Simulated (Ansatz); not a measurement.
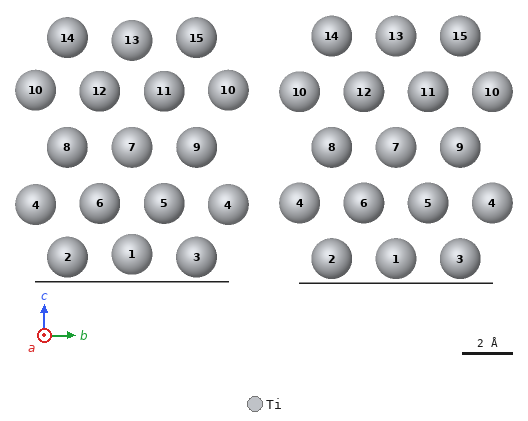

Two geometries of a slab of composition Ti (cut from the P6/mmm phase), drawn at one scale. One is the start of a relaxation, the other its converged end. A spheres-only model of the 3 × 1 repeat of the cell, outlined in the plane, without the vacuum (origin shifted), seen along the a axis.

Level of theory: Ansatz, DFT PBEsol, scalar-relativistic, plane waves, PAW. Settings: plane-wave cutoff 420 eV; k-point mesh 12 × 5 × 1; occupations gaussian; smearing width 0.1 eV; no spin polarisation; dipole correction; atoms relaxed in a fixed cell; force threshold 0.02 eV/Å; at most 60 steps.

Which geometry has the lower energy?

Answer. The left one is the relaxed one. Case: (1 1 0) slab, atoms relaxed. The slab is the (1 1 0) face of Ti. The largest moves, 0.18 Å, are those of Ti1 and Ti13. Ti13 goes along the normal (−c). The cell stays as it was. Near-neighbour distances that change, for instance: Ti11–Ti13 2.959 → 2.815 Å, Ti10–Ti14 2.959 → 2.860 Å, Ti11–Ti15 2.607 → 2.541 Å, Ti4–Ti8 2.959 → 2.999 Å. After 3 accepted moves (4 points after the start) the energy has fallen by 0.201 eV per cell of the calculation. Largest force component: 0.52 eV/Å at the start, 0.0041 eV/Å at the end. The line search rejected the trial step at point 3 of the run. Cost: 9.3 min on 2 threads of Intel(R) Xeon(R) Processor @ 2.50GHz (Skylake/Cascade Lake), with other jobs on the host, peak memory 1.5 GiB.
